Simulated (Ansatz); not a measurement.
Input of the run:

```
crystal:
  lattice:
    - [2.8410132457, 0.0, 0.0]
    - [-0.9470044152, 2.6785329753, 0.0]
    - [0.0, 0.0, 23.9590328043]
  atoms:
    - { symbol: Ta, position: [0.5, 0.5, 0.354772251] }
    - { symbol: Ta, position: [0.0, 0.0, 0.4515907503] }
    - { symbol: Ta, position: [0.5, 0.5, 0.5484092497] }
    - { symbol: Ta, position: [0.0, 0.0, 0.645227749] }
basis:
  ecutwfc: 420
kpoints:
  mp_grid: { grid: [11, 11, 1] }
hamiltonian:
  xc: pbesol
scf:
  occupations: { method: gaussian, width: 0.1 }
output:
  forces: true
  eigenvalues: true
  write_density: true
  write_potential: true
  elf: true
  volumetric_format: npy
relax:
  adjacent_minimum: "off"
  f_tol: 0.03
  max_steps: 70
  constraints: [{ sites: [0, 1] }]
efield:
  axis: 3
  dipole_correction: true
  ramp_width: 0.04
```

Command:
```bash
ansatz run input.yaml --threads 1 --pin off --max-ram 2560MiB --backend cpu --events-out ev --progress --plain --runs-dir out
```

What does the potential across the slab give for the work function?

The work function is 4.87 eV at the right face and 4.95 eV at the left. The vacuum levels differ by 0.08 eV, so the slab carries a dipole along its normal. Some atoms were held fixed in the relaxation, which can itself make the faces differ. The outermost atoms are 6.8 Å apart, which leaves 17.1 Å of vacuum in a cell 24.0 Å high.

Spin-orbit coupling is left out, which matters for Ta.

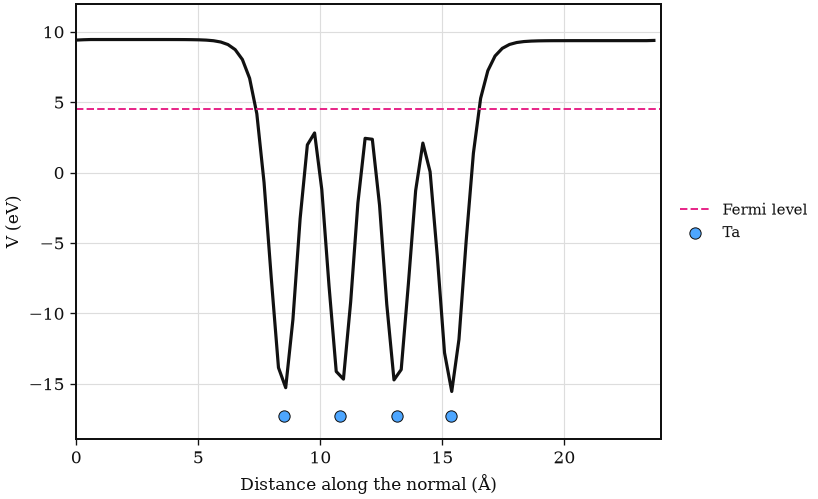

Plane-averaged electrostatic potential energy of an electron across the slab; circles at the bottom mark the heights of the atoms (positions after relaxation).
